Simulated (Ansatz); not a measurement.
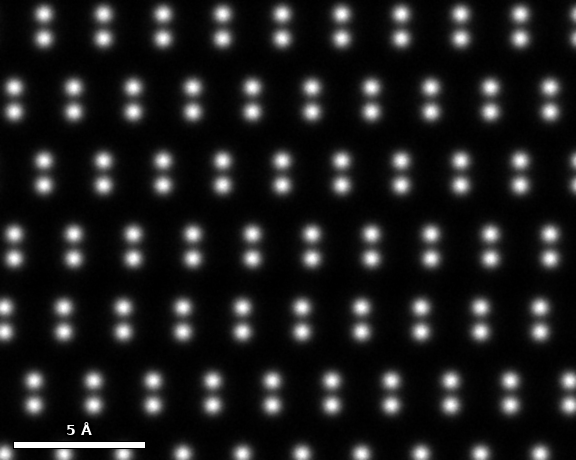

Z-contrast image of P (P6_3/mmc, No. 194) along [101]. Simulated incoherent Z contrast: every atom adds Z^1.7 spread by a probe of 0.50 Å full width; channelling and multiple scattering are left out. The probe carries 25 % of its weight in a tail 2.5 times as wide. Shot noise was added.

One planar defect was built into the perfect crystal by geometry alone, without relaxation. Host structure: the geometry given to an electronic-structure calculation, possibly off equilibrium; the starting structure was generated, so it need not be a known form of this composition.

> Where does the periodic pattern break, and how?

A planar fault (a stacking fault) runs horizontally about 11 Å below the top edge. The part above it is shifted along the boundary by 2/3 of the 2.27 Å repeat of the rows (1.5 Å to the right, the same as 0.8 Å to the left); both parts keep the same orientation.
